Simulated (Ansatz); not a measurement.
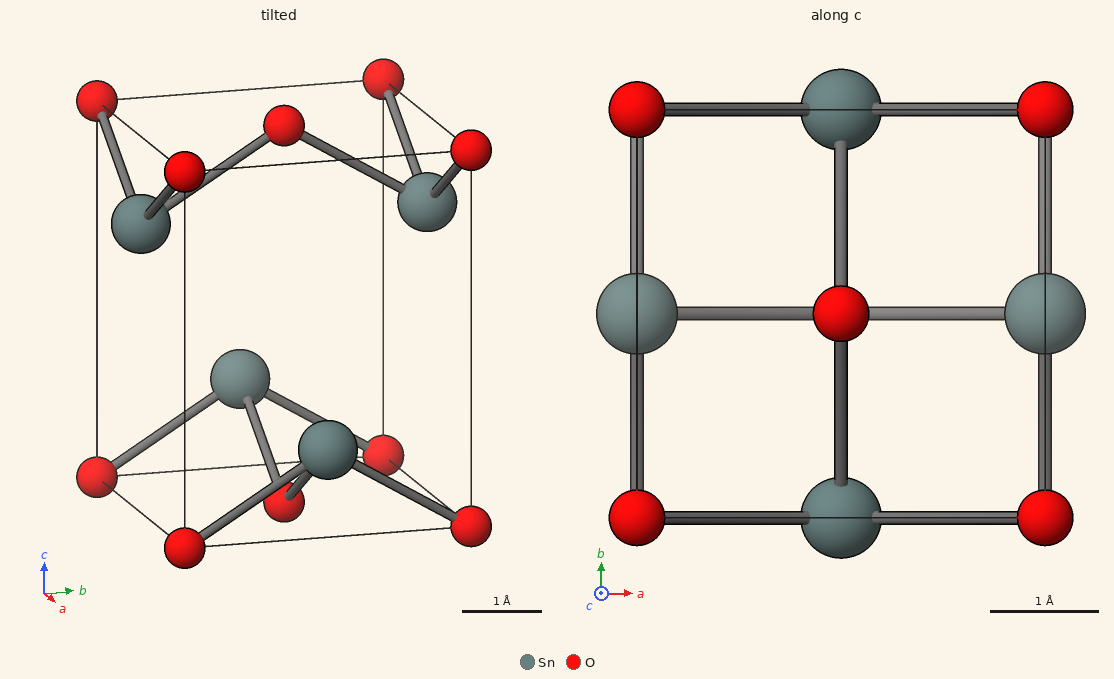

Ball-and-stick drawing of the structure, looking slightly off an axis and along the c axis. The parallelepiped is the conventional unit cell. Cell: a = 3.81 Å, b = 3.81 Å, c = 4.94 Å, α = 90.00°, β = 90.00°, γ = 90.00°.

The cell started as a structure listed in the Materials Project. Earlier steps of the study may have refined or changed the cell and positions. It was run through Ansatz as a DFT input.

Describe the crystal.

Answer. The solid is SnO. The lattice is primitive tetragonal and the space group P4/nmm (No. 129). The cell comprises 2 formula units: 2 Sn, 2 O. Sn is coordinated by four O at about 2.2 Å. Each O atom is coordinated by four Sn in a distorted tetrahedral arrangement at about 2.2 Å. The bonds build SnO layers parallel to (001).

Theory: DFT r2SCAN, scalar-relativistic, plane waves, PAW (Ansatz). Numerical settings: 500 eV cutoff, k-points about 0.17 Å⁻¹ apart, Gaussian smearing of 0.02 eV, no spin polarisation.

What does the calculation say: metal or gapped?

Answer. A semiconductor at this level, with a gap of 0.36 eV, indirect.

What are the atomic charges by Bader's partition?

Answer. Sn +1.34 e; O -1.34 e.

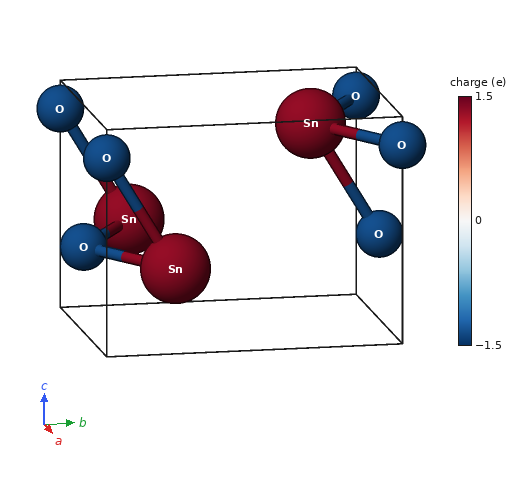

The atoms coloured by those charges. The run's cell of 4 atoms is drawn, so axes and origin can differ from the first picture.

Does the calculation find this structure at rest?

Answer. Yes. All forces vanish to within 0.01 eV/Å. The pressure is 0.0 GPa, close to zero.
